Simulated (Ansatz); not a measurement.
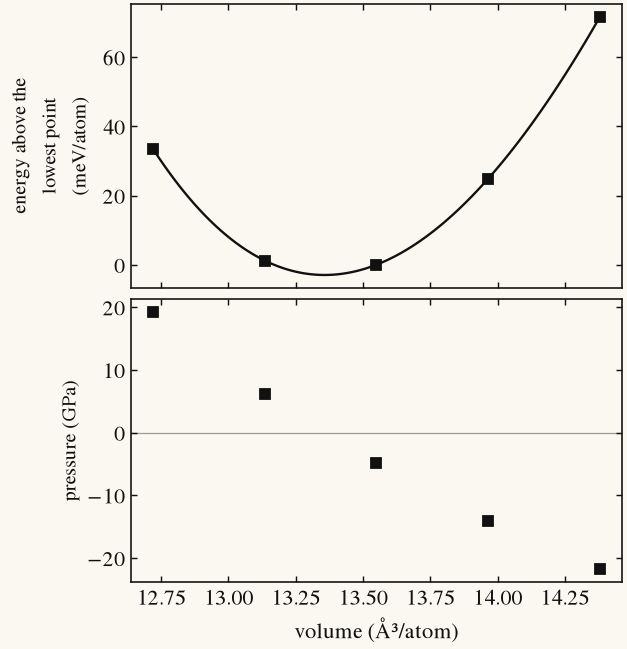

The plot gives the computed energy above the lowest point and pressure against volume for Ru, space group Fm-3m (No. 225) (one of a set of cubic test structures, which need not be the stable phase).

Computed with Ansatz 0.2.0 development build: equation of state of a cubic crystal from periodic Kohn-Sham density functional theory without spin, third-order Birch-Murnaghan fit to the free energies; pressure corrected for the finite basis. Level: HSE06.

- structure type: fcc
- atoms in cell: 1
- space group number: 225
- lattice centring: face-centred primitive
- k mesh: 6×6×6
- occupation method: Fermi–Dirac
- occupation width: 0.1 eV
- wave cutoff: 420 eV
- datasets: soft-1 PAW
- density tolerance: 1e−07 eV
- bands: 12
- density cutoff ratio: 4
- search for lower states: default
- exchange singularity: Wigner-Seitz

**Give the fitted equation-of-state parameters.**

A third-order Birch–Murnaghan fit gives V0 = 13.36 Å³/atom, B0 = 350 GPa and B′ = 4.6.

**What does the pressure do across the range?**

It falls from 19.3 GPa at volume 12.72 Å³/atom to −21.8 GPa at 14.38 Å³/atom, and changes sign near 13.37 Å³/atom.

Caveats: coarse k-mesh, values are not converged in k; cubic model structure, not the ambient form.

The computed values:

```csv
volume (Å³/atom),energy above the lowest point (meV/atom),pressure (GPa)
12.72,33.4,19.3
13.14,1.2,6.1
13.55,0.0,-4.9
13.96,24.8,-14.1
14.38,71.5,-21.8
```
